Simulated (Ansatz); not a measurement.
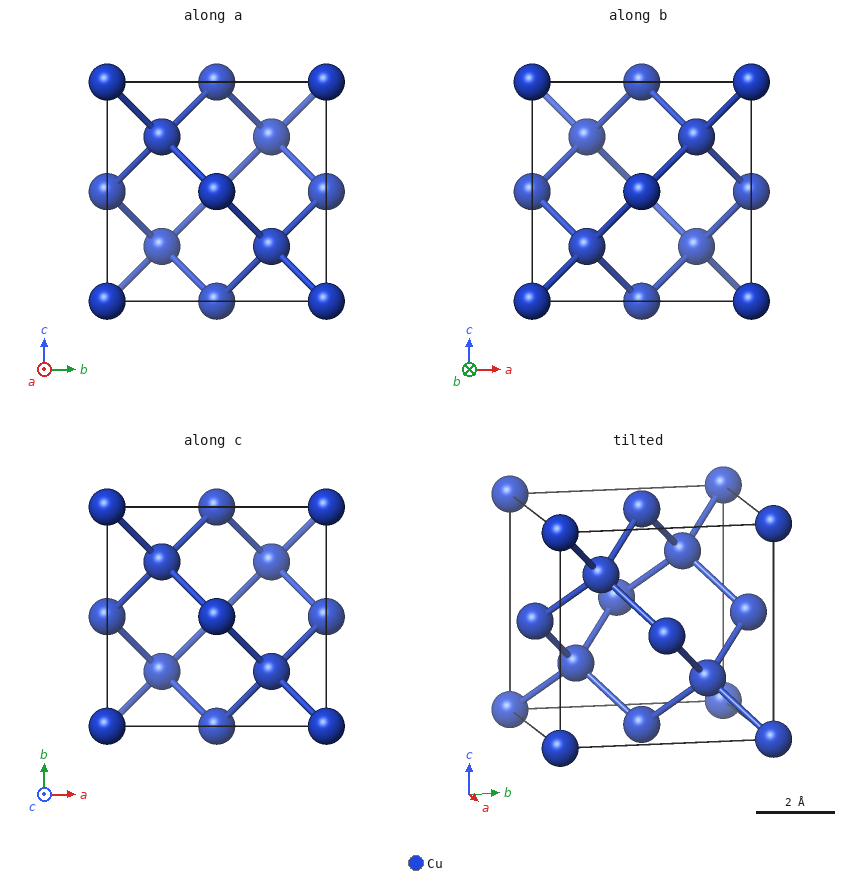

The crystal in a ball-and-stick representation, seen along the a axis, along the b axis, along the c axis and slightly off an axis. The frame is the conventional unit cell; atoms at its boundary are shown with their periodic copies.

Lattice parameters: a = 5.6546 Å, b = 5.6546 Å, c = 5.6546 Å, α = 90.000°, β = 90.000°, γ = 90.000°.

> Put the structure into a CIF in P1 with every atom of the cell.

```cif
data_structure
_symmetry_space_group_name_H-M 'P 1'
_symmetry_Int_Tables_number 1
_cell_length_a 5.6546
_cell_length_b 5.6546
_cell_length_c 5.6546
_cell_angle_alpha 90.000
_cell_angle_beta 90.000
_cell_angle_gamma 90.000
_cell_volume 180.81
loop_
_atom_site_label
_atom_site_type_symbol
_atom_site_fract_x
_atom_site_fract_y
_atom_site_fract_z
_atom_site_occupancy
Cu1 Cu 0.7500 0.7500 0.2500 1
Cu2 Cu 0.0000 0.5000 0.5000 1
Cu3 Cu 0.7500 0.2500 0.7500 1
Cu4 Cu 0.0000 0.0000 0.0000 1
Cu5 Cu 0.2500 0.7500 0.7500 1
Cu6 Cu 0.5000 0.5000 0.0000 1
Cu7 Cu 0.2500 0.2500 0.2500 1
Cu8 Cu 0.5000 0.0000 0.5000 1
```

Provenance: a structure type filled with this element by a generator (whether the element takes this form wasn't checked). Earlier steps of the study may have refined or changed the cell and positions. It went into a calculation with Ansatz.
